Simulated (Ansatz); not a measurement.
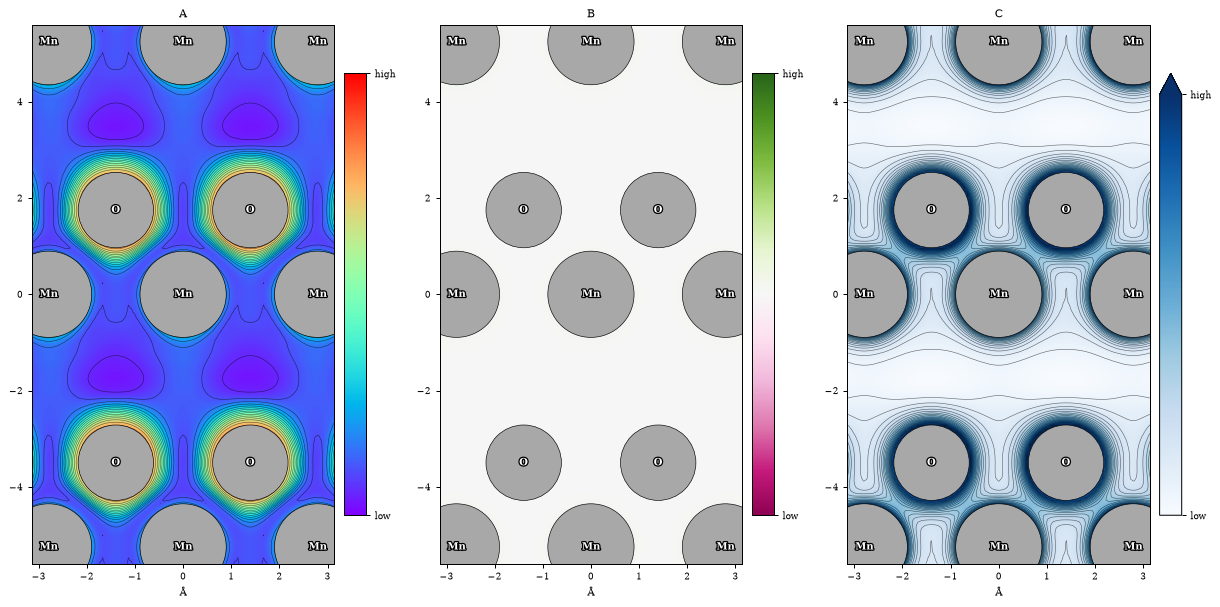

MnO: 3 fields on the (110) plane of the conventional cell, with unlabelled colour scales. Grey discs cover the atomic cores.

Space group P-6m2; a structure generated by program, which may or may not match a known phase; spin-polarised.

The calculation used DFT PBE, scalar-relativistic, plane waves, PAW in Ansatz 0.2.0.

Input file:

```
crystal:
  lattice:
    - [3.0321107891, 0.0, 0.0]
    - [-1.5160553945, 2.6258849704, 0.0]
    - [0.0, 0.0, 2.7981361767]
  atoms:
    - { symbol: Mn, position: [0.0, 0.0, 0.0], spin: 4.47 }
    - { symbol: O, position: [0.3333333333, 0.6666666667, 0.5], spin: 0.27 }
basis:
  ecutwfc: 420
kpoints:
  mp_grid: { grid: [24, 24, 20] }
hamiltonian:
  xc: pbe
scf:
  occupations: { method: gaussian, width: 0.1 }
output:
  forces: true
  stress: true
  eigenvalues: true
  populations: true
  write_density: true
  write_potential: true
  elf: true
  volumetric_format: npy
magnetization:
  spin_polarized: true
relax:
  adjacent_minimum: "off"
  f_tol: 0.01
  max_steps: 80
  cell: { stress_tol: 0.05 }
```

Command:

```sh
ansatz run input.yaml --threads 1 --pin off --max-ram 2048MiB --backend cpu --events-out ev --progress --plain --runs-dir out
```

Below, planes, directions and counts refer to the conventional cell (a = 3.03 Å, b = 3.03 Å, c = 2.79 Å, α = 90.00°, β = 90.00°, γ = 120.00°).

The fields are those of the relaxed geometry.

Q: Which field does each panel show? The fields are: electron localisation function, spin density and valence pseudo-density.

A: Panel A: electron localisation function. Panel B: spin density (confined to the magnetic sites and close to zero elsewhere). Panel C: valence pseudo-density. From the grid: Mn–O (2.24 Å): ρ is about 0.35 e/Å³ halfway; the ELF peaks at about 0.80 in the valence shell of O, 0.6 Å from its nucleus, and is about 0.15 at the midpoint (no localised pair shows between them).
